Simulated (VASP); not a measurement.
# Geometry relaxation of AlAs (part 5 of 5)

AlAs (slab, 14 atoms in the cell); Kohn-Sham DFT of a periodic cell, PBEsol, VASP PAW PBE potentials, recommended, no spin polarisation (VASP 6.6.1); cutoff 520 eV, 4×6×1 k-mesh, Gaussian smearing of 0.05 eV. The structure derives from an entry of the Crystallography Open Database.

Geometry of the input (Å; fractional positions):
```
5.6608  0.0000  0.0000
0.0000  4.0028  0.0000
0.0000  0.0000  28.0084
Al 0.5000  0.5000  0.2856
Al 0.0000  0.0000  0.3571
Al 0.5000  0.5000  0.4285
Al 0.0000  0.0000  0.5000
Al 0.5000  0.5000  0.5715
Al 0.0000  1.0000  0.6429
Al 0.5000  0.5000  0.7144
As 0.7500  0.0000  0.2856
As 0.2500  0.5000  0.3571
As 0.7500  0.0000  0.4285
As 0.2500  0.5000  0.5000
As 0.7500  0.0000  0.5715
As 0.2500  0.5000  0.6429
As 0.7500  0.0000  0.7144
```

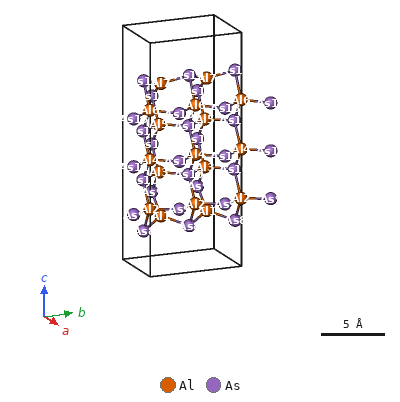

*The geometry at step 16 of the log (ball-and-stick view of the 1 × 2 repeat of the cell, with the vacuum cut short, seen slightly off an axis; bonded neighbours outside the cell are drawn too; atoms are numbered from 1 in the order of the input).*

### Trajectory as extended XYZ, continued
```
14
Lattice="5.6608 0.0000 0.0000 0.0000 4.0028 0.0000 0.0000 0.0000 28.0084" Properties=species:S:1:pos:R:3:forces:R:3 step=14 energy=-68.14066
Al    3.1821    2.0014    8.4576   -0.0194   0.0000   0.0103
Al    5.5439    4.0028    9.8628   -0.0005   0.0000   0.0328
Al    2.7531    2.0014   12.0099    0.0114   0.0000  -0.0439
Al    5.5716    0.0000   14.0042   -0.0043   0.0000   0.0000
Al    2.7531    2.0014   15.9984    0.0114   0.0000   0.0439
Al    5.5439    0.0000   18.1455   -0.0005   0.0000  -0.0328
Al    3.1821    2.0014   19.5508   -0.0194   0.0000  -0.0103
As    4.3306    0.0000    7.7171    0.0397   0.0000  -0.0014
As    1.3092    2.0014    9.9934    0.0164   0.0000   0.0216
As    4.1944    0.0000   11.9580   -0.0396   0.0000  -0.0019
As    1.3340    2.0014   14.0042   -0.0116   0.0000   0.0000
As    4.1944    0.0000   16.0504   -0.0396   0.0000   0.0019
As    1.3092    2.0014   18.0149    0.0164   0.0000  -0.0216
As    4.3306    0.0000   20.2913    0.0397   0.0000   0.0014
14
Lattice="5.6608 0.0000 0.0000 0.0000 4.0028 0.0000 0.0000 0.0000 28.0084" Properties=species:S:1:pos:R:3:forces:R:3 step=15 energy=-68.14158
Al    3.1837    2.0014    8.4590    0.0061   0.0000  -0.0076
Al    5.5438    0.0000    9.8674    0.0065   0.0000   0.0248
Al    2.7523    2.0014   12.0098   -0.0126   0.0000  -0.0141
Al    5.5671    0.0000   14.0042    0.0076   0.0000   0.0000
Al    2.7523    2.0014   15.9985   -0.0126   0.0000   0.0141
Al    5.5438    4.0028   18.1410    0.0065   0.0000  -0.0248
Al    3.1837    2.0014   19.5494    0.0061   0.0000   0.0076
As    4.3372    0.0000    7.7169    0.0115   0.0000   0.0212
As    1.3120    2.0014    9.9964   -0.0138   0.0000   0.0038
As    4.1885    0.0000   11.9598   -0.0027   0.0000  -0.0093
As    1.3299    2.0014   14.0042    0.0024   0.0000   0.0000
As    4.1885    0.0000   16.0485   -0.0027   0.0000   0.0093
As    1.3120    2.0014   18.0119   -0.0138   0.0000  -0.0038
As    4.3372    0.0000   20.2915    0.0115   0.0000  -0.0212
14
Lattice="5.6608 0.0000 0.0000 0.0000 4.0028 0.0000 0.0000 0.0000 28.0084" Properties=species:S:1:pos:R:3:forces:R:3 step=16 energy=-68.14161
Al    3.1841    2.0014    8.4593    0.0122   0.0000  -0.0119
Al    5.5438    4.0028    9.8685    0.0081   0.0000   0.0229
Al    2.7521    2.0014   12.0098   -0.0183   0.0000  -0.0070
Al    5.5661    0.0000   14.0042    0.0103   0.0000   0.0000
Al    2.7521    2.0014   15.9986   -0.0183   0.0000   0.0070
Al    5.5438    0.0000   18.1399    0.0081   0.0000  -0.0229
Al    3.1841    2.0014   19.5490    0.0122   0.0000   0.0119
As    4.3388    0.0000    7.7169    0.0048   0.0000   0.0267
As    1.3126    2.0014    9.9971   -0.0209   0.0000  -0.0006
As    4.1871    0.0000   11.9603    0.0061   0.0000  -0.0111
As    1.3290    2.0014   14.0042    0.0056   0.0000   0.0000
As    4.1871    0.0000   16.0481    0.0061   0.0000   0.0111
As    1.3126    2.0014   18.0112   -0.0209   0.0000   0.0006
As    4.3388    0.0000   20.2915    0.0048   0.0000  -0.0267
14
Lattice="5.6608 0.0000 0.0000 0.0000 4.0028 0.0000 0.0000 0.0000 28.0084" Properties=species:S:1:pos:R:3:forces:R:3 step=18 energy=-68.14198
Al    3.1865    2.0014    8.4584   -0.0106   0.0000   0.0118
Al    5.5448    4.0028    9.8738   -0.0013   0.0000   0.0048
Al    2.7492    2.0014   12.0088   -0.0025   0.0000   0.0019
Al    5.5654    0.0000   14.0042   -0.0054   0.0000   0.0000
Al    2.7492    2.0014   15.9996   -0.0025   0.0000  -0.0019
Al    5.5448    0.0000   18.1346   -0.0013   0.0000  -0.0048
Al    3.1865    2.0014   19.5500   -0.0106   0.0000  -0.0118
As    4.3426    0.0000    7.7204    0.0028   0.0000   0.0174
As    1.3111    2.0014    9.9985    0.0094   0.0000  -0.0258
As    4.1852    0.0000   11.9596    0.0014   0.0000   0.0130
As    1.3278    2.0014   14.0042    0.0070   0.0000   0.0000
As    4.1852    0.0000   16.0487    0.0014   0.0000  -0.0130
As    1.3111    2.0014   18.0099    0.0094   0.0000   0.0258
As    4.3426    0.0000   20.2880    0.0028   0.0000  -0.0174
14
Lattice="5.6608 0.0000 0.0000 0.0000 4.0028 0.0000 0.0000 0.0000 28.0084" Properties=species:S:1:pos:R:3:forces:R:3 step=19 energy=-68.14219
Al    3.1865    2.0014    8.4592    0.0065   0.0000   0.0023
Al    5.5452    0.0000    9.8769   -0.0018   0.0000   0.0025
Al    2.7475    2.0014   12.0085    0.0073   0.0000  -0.0048
Al    5.5645    0.0000   14.0042    0.0019   0.0000   0.0000
Al    2.7475    2.0014   15.9998    0.0073   0.0000   0.0048
Al    5.5452    0.0000   18.1315   -0.0018   0.0000  -0.0025
Al    3.1865    2.0014   19.5491    0.0065   0.0000  -0.0023
As    4.3448    0.0000    7.7241   -0.0075   0.0000   0.0080
As    1.3114    2.0014    9.9962    0.0013   0.0000  -0.0053
As    4.1844    0.0000   11.9608   -0.0029   0.0000   0.0115
As    1.3280    2.0014   14.0042   -0.0074   0.0000   0.0000
As    4.1844    0.0000   16.0476   -0.0029   0.0000  -0.0115
As    1.3114    2.0014   18.0122    0.0013   0.0000   0.0053
As    4.3448    0.0000   20.2843   -0.0075   0.0000  -0.0080
```

### Key numbers

- outcome: converged
- electrons treated: 56
- free energy: −68.1422 eV
- gap on the k-point mesh: 0.71 eV
- final volume: 634.64 Å³
- largest force (length of the vector) at the end: 0.012 eV/Å
- wall time: 15 min (CPU time 2 h)
- peak memory: 0.77 GiB
